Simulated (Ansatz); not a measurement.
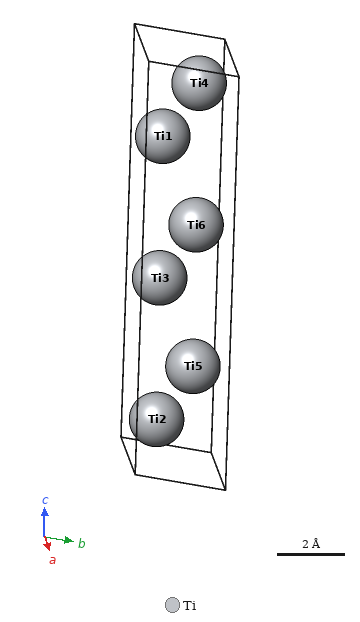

*The structure as given in the input (spheres-only view of the cell of the calculation, seen at an oblique angle; atoms are numbered from 1 in the order of the input). An atom can appear more than once, as a periodic image.*

Single-point calculation, with input and output: Ti

Ti (P-1, 6 atoms in the cell), computed with DFT PBEsol, scalar-relativistic, plane waves, PAW, no spin polarisation (Ansatz 0.2.0).

The structure derives from an entry of the Crystallography Open Database. It belongs to a series of runs on one base structure; here: the crystal above the cut slid by 0.3 of the vector 1 a1 + 0 a2 (2.900 Å). Figures and captions count atoms from 1; the log counts them from 0 in places.

### What the program printed
```
Engine: ansatz 0.2.0, x86_64-unknown-linux-gnu
Pseudopotentials: kind: paw
Pseudopotential: Ti, paw, valence charge 12, recommended cutoff 420 eV (normal), Ti.paw.azcp
Functional definition: PBEsol
  exchange = pbesol_x
  correlation = pbesol_c
Crystal: 6 atoms, lattice volume = 100.342 Å³
Basis set: ecut = 420 eV, 1951 PW (Γ), exchange–correlation on 40×40×192 points (8 copies of the dense FFT grid, shifted against one another)
Bands: 44, of which v1, the nominal top of the filled ones, is band 36 counted from 1 (35 counted from 0)
Symmetry: 2 space group operations
Space group: P-1 (ITA 2), of the structure as read, at distance tolerance 4.6e-5 Å
k-points: 1323 of 2645
Non-local potential: Ti, projectors of the file, l = 0: 3, l = 1: 2, l = 2: 3, l = 3: 1
PAW form: soft (Blöchl's): semilocal exchange-correlation on the pseudo side does not see the compensation charge
PAW frozen core: Ti, regenerated for the run's functional, and the local potential with it (the file was generated under x = pbe(κ = 0.804, μ = 0.2195149727645171), c = pbe(β = 0.06672455060314922))
PAW one-centre angular grid: Ti, 590 points (default); XC on 64 Gauss nodes
Initial density: superposition of atomic densities (neutral atoms: chi_scale 0, normalization atom), corrected by the library's trained network
Initial wavefunctions: pseudopotential atomic-orbital guess
Functional: x = pbesol(κ = 0.804, μ = 0.12345679012345678), c = pbesol(β = 0.046)
SCF iter   1: F=—  HF=-14843.261274 eV  |F-HF|=—  |Δ(HF+E_count)|=         —  Δρ=1.31e-2  dr2=2.12e0  ethr=1.77e-3  ⟨swp⟩=5.8  Hψ=229635  notcnv=0
preconditioner: auto → Kerker (q_TF=auto, 2.581 Å⁻¹)  [metal: Δε(μ)=0.000 eV  Ē_g=2.499 eV  σ=0.150 eV  W_gap=0.00  n_scr=28 (ndim 8)  ℏωp=18.2 eV  f_vac=0.000  D(μ)=7.12/eV (n_scr^D=80)]
SCF iter   2: F=—  HF=-14843.227042 eV  |F-HF|=—  |Δ(HF+E_count)|=   3.42e-2  Δρ=5.87e-3  dr2=4.63e-1  ethr=1.77e-3  ⟨swp⟩=1.3  Hψ=69564  notcnv=0  defer=102
SCF iter   3: F=—  HF=-14843.218424 eV  |F-HF|=—  |Δ(HF+E_count)|=   8.62e-3  Δρ=7.76e-4  dr2=3.16e-4  ethr=6.43e-4  ⟨swp⟩=1.0  Hψ=57505  notcnv=0  defer=102
SCF iter   4: F=—  HF=-14843.218566 eV  |F-HF|=—  |Δ(HF+E_count)|=   1.42e-4  Δρ=2.11e-4  dr2=4.21e-5  ethr=4.38e-7  ⟨swp⟩=2.1  Hψ=99499  notcnv=0  defer=105
SCF iter   5: F=—  HF=-14843.218493 eV  |F-HF|=—  |Δ(HF+E_count)|=   7.34e-5  Δρ=5.63e-5  dr2=3.47e-6  ethr=5.85e-8  ⟨swp⟩=1.8  Hψ=76997  notcnv=0  defer=672
SCF iter   6: F=—  HF=-14843.218492 eV  |F-HF|=—  |Δ(HF+E_count)|=   5.16e-7  Δρ=1.26e-5  dr2=1.38e-7  ethr=4.82e-9  ⟨swp⟩=2.3  Hψ=90292  notcnv=0  defer=681
SCF iter   7: F=-14843.218492 eV  HF=-14843.218492 eV  |F-HF|=9.50e-9  |Δ(HF+E_count)|=   2.34e-8  Δρ=2.94e-6  dr2=1.11e-8  ethr=1.39e-10  ⟨swp⟩=7.7  Hψ=204219  notcnv=0
SCF 1 converged in 7 iterations: F = -14843.218492 eV  dr2 = 1.11e-8
  greatest PAW one-centre occupation: 0.999 electrons in one spin orbital (limit 2), on the Ti atom at site 5 (counted from 0), in its partial waves of l = 0
SCF converged after 7 iterations
Free energy (F): -14843.218492 eV
Harris-Foulkes:  -14843.218492 eV  (|F-HF|=9.50e-9)
Internal energy: -14843.131813 eV  (E = F + TS)
E sigma→0 (E₀):  -14843.175153 eV
Entropy (-TS):   -0.086679 eV (-14.447 meV/atom)
Fermi energy:    13.769688 eV
--- Per-component energies (eV) ---
  E_band       = -900.054752
  E_kinetic    = 1639.146322
  E_local      = -4767.205588  (includes V_loc(G=0)·N_el)
  E_nonlocal   = 57.160061
  E_hartree    = 1963.173954
  E_xc         = -581.612998
  E_vxc        = -730.917953  (∫ρ·V_xc dr)
  E_paw        = -6135.872359  (= ΣΔE_a)
  E_vpaw       = -1024.582262  (= ΣTr[D̂ρ^β])
  E_aug_tail   = 0.000635  (compensation charges beyond the density's cutoff)
  E_ewald      = -7018.758146
  E_core_change = 0.836306  (= ΣΔE_core)
  E_smearing   = -0.086679  (= −TS)
  E_closure    = 0.000000  (closes the sum)
  Σ components = -14843.218492   (vs F -14843.218492, Δ=0.00e0)
--- Forces (eV/Å), atoms counted from 1 ---
  atom   1  Ti    -0.03067418    -0.00844571     0.11065418
  atom   2  Ti     0.24588147     0.12055412     0.42038312
  atom   3  Ti    -0.00605641    -0.00635826    -0.01891345
  atom   4  Ti    -0.24588147    -0.12055412    -0.42038312
  atom   5  Ti     0.03067418     0.00844571    -0.11065418
  atom   6  Ti     0.00605641     0.00635826     0.01891345
  max |Σ_I F_I| component: 1.39e-17 eV/Å
--- Stress (GPa, compression-positive) ---
       -0.236791       0.819694       1.085518
        0.819694      -0.783505       0.489518
        1.085518       0.489517       0.445910
  P = ⅓ Tr σ = -0.1915 GPa (-1.915 kbar)
--- Band table (eV; the first three rows and the last of 1323) ---
  k-point 0: bands = ["-42.7011", "-42.6553", "-42.6120", "-42.5680", "-42.4995", "-42.3816", "-19.4450", "-19.2414", "-19.2258", "-18.8430", "-18.7780", "-18.7363", "-18.7330", "-18.7040", "-18.7008", "-18.6694", "-18.6644", "-18.6431", "-18.6406", "-18.5439", "-18.5308", "-18.5260", "-18.4859", "-18.4195", "7.5873", "8.4960", "8.5436", "10.4258", "10.4760", "11.1343", "13.8022", "13.9093", "13.9974", "14.2726", "14.4630", "14.4646", "14.4921", "14.4972", "14.5970", "14.6091", "14.6688", "14.7563", "14.7864", "14.8536"]
  k-point 1: bands = ["-42.7009", "-42.6566", "-42.6097", "-42.5696", "-42.4991", "-42.3816", "-19.4363", "-19.3040", "-19.1539", "-18.8942", "-18.7416", "-18.7362", "-18.7330", "-18.7039", "-18.7006", "-18.6692", "-18.6649", "-18.6432", "-18.6402", "-18.5445", "-18.5309", "-18.5276", "-18.4859", "-18.4205", "7.6254", "8.2013", "8.8883", "10.1003", "10.7224", "11.1217", "13.7605", "13.9802", "14.0263", "14.2828", "14.4650", "14.4685", "14.4929", "14.5064", "14.5722", "14.6207", "14.6569", "14.6887", "14.7701", "14.8168"]
  k-point 2: bands = ["-42.7004", "-42.6585", "-42.6059", "-42.5725", "-42.4985", "-42.3817", "-19.4126", "-19.3590", "-19.0720", "-18.9726", "-18.7363", "-18.7332", "-18.7102", "-18.7016", "-18.7001", "-18.6689", "-18.6657", "-18.6435", "-18.6397", "-18.5461", "-18.5316", "-18.5298", "-18.4859", "-18.4221", "7.7335", "7.9512", "9.2892", "9.7027", "10.8883", "11.0883", "13.7355", "13.9588", "14.2336", "14.2999", "14.4689", "14.4742", "14.4915", "14.5000", "14.5110", "14.5915", "14.5955", "14.6505", "14.7166", "14.8729"]
  k-point 1322: bands = ["-42.5685", "-42.5492", "-42.5302", "-42.5230", "-42.4207", "-42.3075", "-19.3537", "-19.3418", "-19.2798", "-19.2272", "-19.1504", "-19.1317", "-19.0147", "-18.9803", "-18.9018", "-18.8799", "-18.8510", "-18.8241", "-18.7967", "-18.7846", "-18.7419", "-18.6456", "-18.6147", "-18.4614", "11.0713", "11.1424", "11.3066", "11.4899", "11.5986", "11.7598", "11.8957", "12.5687", "12.7894", "12.8220", "12.9388", "13.3467", "14.2051", "14.4640", "14.6144", "14.8467", "14.8771", "15.0960", "15.1730", "15.5095"]
```

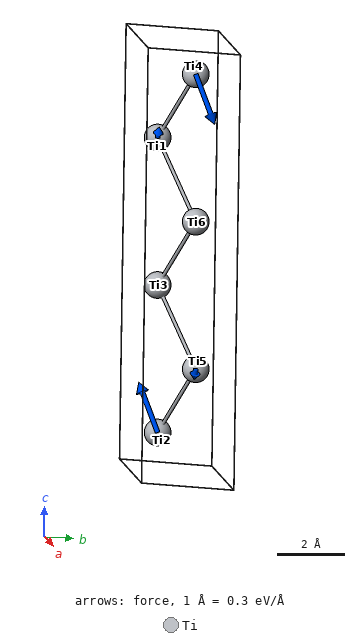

*Forces on the atoms as blue arrows (ball-and-stick view of the cell of the calculation, seen slightly off an axis; atoms are numbered from 1 in the order of the input); the smallest are left out.*

The largest act on Ti2, Ti4 (0.50 eV/Å). The geometry is not a stationary point of this energy.

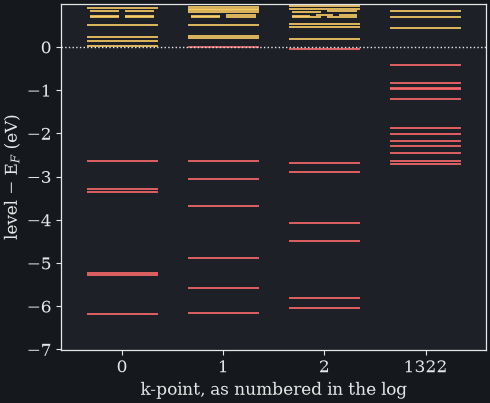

*Kohn–Sham levels near the Fermi level (dotted) at the few k-points that the log prints; levels within 0.02 eV of each other stand side by side.*

The system is metallic on the full mesh.

The run was set up as follows.

### The input
```yaml
crystal:
  lattice:
    - [-2.9004352003, 0.0, 0.0]
    - [-1.4502176001, -2.5118505655, 0.0]
    - [-0.8701305601, 0.0, 13.7729713403]
  atoms:
    - { symbol: Ti, position: [0.1083383333, 0.3333333333, 0.7499833333] }
    - { symbol: Ti, position: [0.3083383333, 0.3333333333, 0.0833166667] }
    - { symbol: Ti, position: [0.2083383333, 0.3333333333, 0.41665] }
    - { symbol: Ti, position: [0.3916716667, 0.6666666667, 0.91665] }
    - { symbol: Ti, position: [0.5916716667, 0.6666666667, 0.2499833333] }
    - { symbol: Ti, position: [0.4916716667, 0.6666666667, 0.5833166667] }
basis:
  ecutwfc: 420
kpoints:
  mp_grid: { grid: [23, 23, 5] }
hamiltonian:
  xc: pbesol
scf:
  occupations: { method: gaussian, width: 0.15 }
output:
  forces: true
  stress: true
  eigenvalues: true
```

Launched with:
```bash
ansatz run input.yaml --threads 2 --pin off --max-ram 5120MiB --backend cpu --events-out ev --progress --plain --runs-dir out
```

### Summary

| quantity | value |
| --- | --- |
| outcome | converged |
| space group (tolerance 0.01 Å) | P-1 (2) |
| electrons treated | 72 |
| free energy | −14843.2185 eV |
| Fermi energy | 13.770 eV |
| gap on the k-point mesh | none (metallic) |
| pressure | −0.19 GPa |
| largest force (length of the vector) | 0.502 eV/Å |
| hardware | 2 threads of Intel Xeon @ 2.50GHz (Skylake/Cascade Lake), 32 GiB of memory available, shared host |
| wall time | 2.4 min (CPU time 4.7 min) |
| peak memory | 3.4 GiB |
